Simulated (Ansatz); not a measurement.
# AlGa$_{3}$N$_{4}$: what the fields show

```yaml
crystal:
  lattice:
    - [3.15833, 0.00000, 0.00000]
    - [0.00000, 6.31750, 0.00000]
    - [0.00000, 0.00000, 4.46260]
  atoms:
    - { symbol: Al, position: [0.00000, 0.00000, 0.00066] }
    - { symbol: N, position: [0.50000, 0.00000, 0.23653] }
    - { symbol: Ga, position: [0.50000, 0.24724, 0.50001] }
    - { symbol: N, position: [0.00000, 0.24379, 0.75535] }
    - { symbol: Ga, position: [0.00000, 0.50000, 0.99930] }
    - { symbol: N, position: [0.50000, 0.50000, 0.25278] }
    - { symbol: Ga, position: [0.50000, 0.75276, 0.50001] }
    - { symbol: N, position: [0.00000, 0.75621, 0.75535] }
```

Space group Pmm2; started from the ordered alloy on zincblende lattice prototype, which need not be the ambient phase.

Theory: DFT, PBE0, plane waves, PAW (Ansatz).

The density is the valence pseudo-density of a PAW calculation; it isn't the true density close to the nuclei.

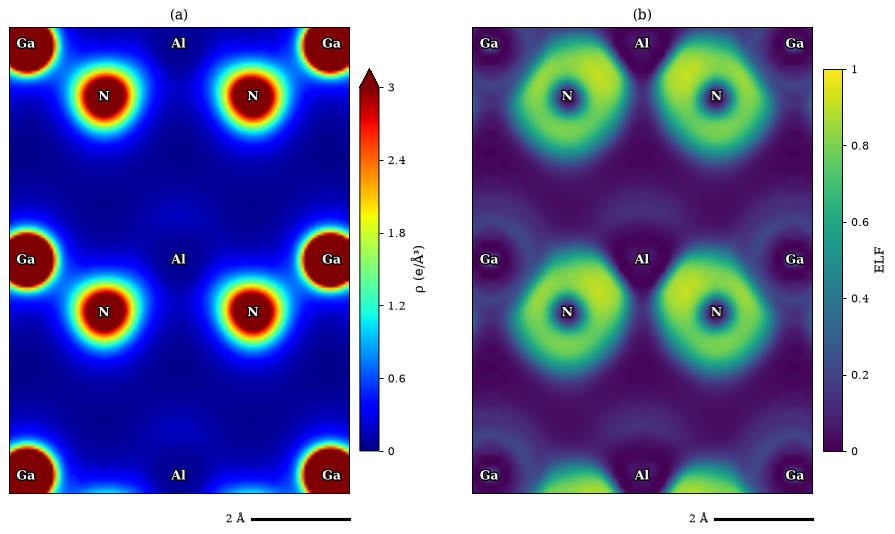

Figure 1. (a) valence pseudo-density; (b) electron localisation function on the (100) plane of the conventional cell.

**Describe what can be read from this map.**

- The section cuts through Al, N and Ga sites.
- Al–N (1.89 Å): the density is about 0.71 e/Å³ at the midpoint; the ELF peaks at about 0.90 between the atoms: a polar covalent bond.
- Ga–N (1.95 Å): ρ at the midpoint is about 0.74 e/Å³; the ELF peaks at about 0.85 in the valence shell of N, 0.7 Å from its nucleus, and is about 0.45 at the midpoint.
- Between the atoms the lowest density in this plane is 0.04 e/Å³.

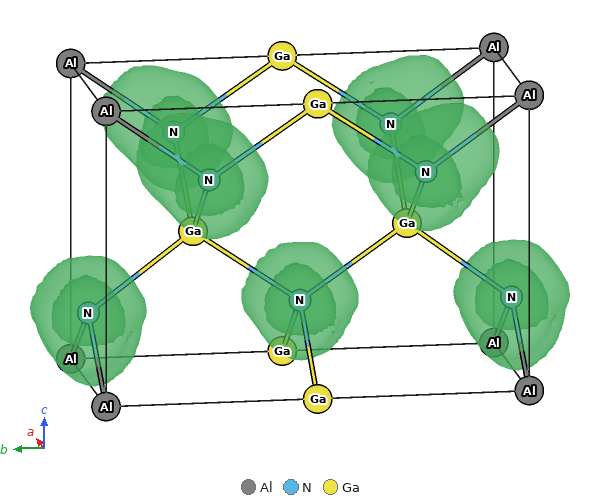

Figure 2. Isosurface of the ELF at 0.75 (green), seen at an oblique angle. Core shells and regions of very low density are left out. Sticks mark near contacts.

**Where are the electrons localised?**

At this value the surface marks out three regions on N in which the atom's valence shell and bonds are merged and one region wrapped around N (its valence shell), counted in one cell of 8 atoms. Any copies at cell faces, edges or corners count once. Along the contacts the grid gives the following. Ga–N (1.94 Å): the ELF peaks at about 0.85 in the valence shell of N, 0.7 Å from its nucleus, and is about 0.50 at the midpoint.

**Does the calculation give a band gap?**

It is gapped, with a Kohn–Sham gap of 4.3 eV on the k-point mesh (the band edges may lie off the mesh, which would make the gap smaller).
